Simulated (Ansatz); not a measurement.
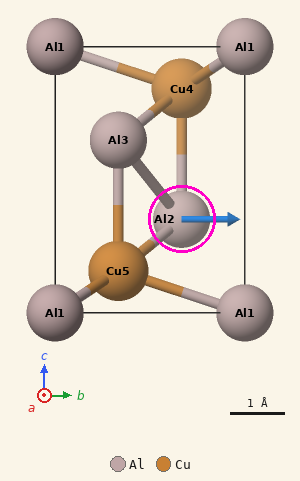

Energy scan for a crystal of Al$_{3}$Cu$_{2}$ (P-3m1), in which Al2 (one in each cell of 5 atoms) is moved along Cartesian [0 1 0], all else fixed. The picture shows the reference cell. The blue arrows give the direction of positive displacement. The ringed atoms are those of the scanned coordinate. Style: ball-and-stick. Shown: the cell of the calculation, along the a axis.

Computed with DFT PBEsol, scalar-relativistic, plane waves, PAW in Ansatz. Set-up: plane-wave cutoff 420 eV; k-point mesh 12 × 12 × 10; occupations gaussian; smearing width 0.15 eV; no spin polarisation. Energies (free energies at the smearing named) are counted from the relaxed crystal.

Input
```yaml
crystal:
  lattice:
    - [4.0985856014, 0.0, 0.0]
    - [-2.0492928007, 3.5494792504, 0.0]
    - [0.0, 0.0, 4.9821008425]
  atoms:
    - { symbol: Al, position: [0.0, 0.0, 0.0] }
    - { symbol: Al, position: [0.3333333333, 0.6666666667, 0.3515059809] }
    - { symbol: Al, position: [0.6666666667, 0.3333333333, 0.6484940191] }
    - { symbol: Cu, position: [0.3333333333, 0.6666666667, 0.8422899817] }
    - { symbol: Cu, position: [0.6666666667, 0.3333333333, 0.1577100183] }
basis:
  ecutwfc: 420
kpoints:
  mp_grid: { grid: [12, 12, 10] }
hamiltonian:
  xc: pbesol
scf:
  occupations: { method: gaussian, width: 0.15 }
output:
  forces: true
  stress: true
  eigenvalues: true
  write_density: true
  write_potential: true
  elf: true
  volumetric_format: npy
```

Run as
```bash
ansatz run input.yaml --threads 1 --pin off --max-ram 2560MiB --backend cpu --events-out ev --progress --plain --runs-dir out
```

> Predict the energy profile (the displacement: −0.10, −0.08, −0.06, −0.02, 0.00, 0.04, 0.06, 0.08, 0.10 Å).

| displacement (Å) | E − E(ref) (meV/cell) |
| --- | --- |
| −0.10 | 22.4 |
| −0.08 | 14.5 |
| −0.06 | 8.3 |
| −0.02 | 0.9 |
| 0.00 | 0.0 |
| 0.04 | 4.0 |
| 0.06 | 9.0 |
| 0.08 | 16.3 |
| 0.10 | 25.8 |

The lowest computed point lies at the displacement 0.00 Å (0.0 meV/cell). The curvature at zero is about 4.8 eV/Å². The well is lopsided: at ±0.10 Å the energy is 1.2 times higher on the positive side. The distortion takes the space group from P-3m1 to Cm.

As a plot:

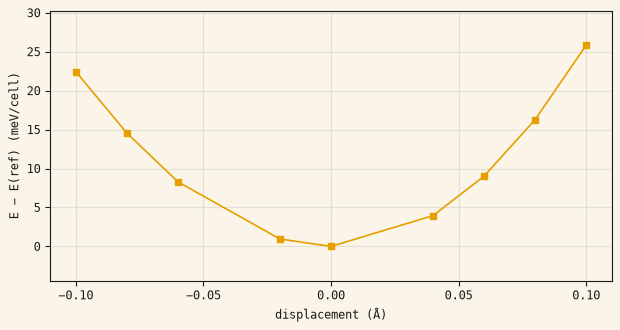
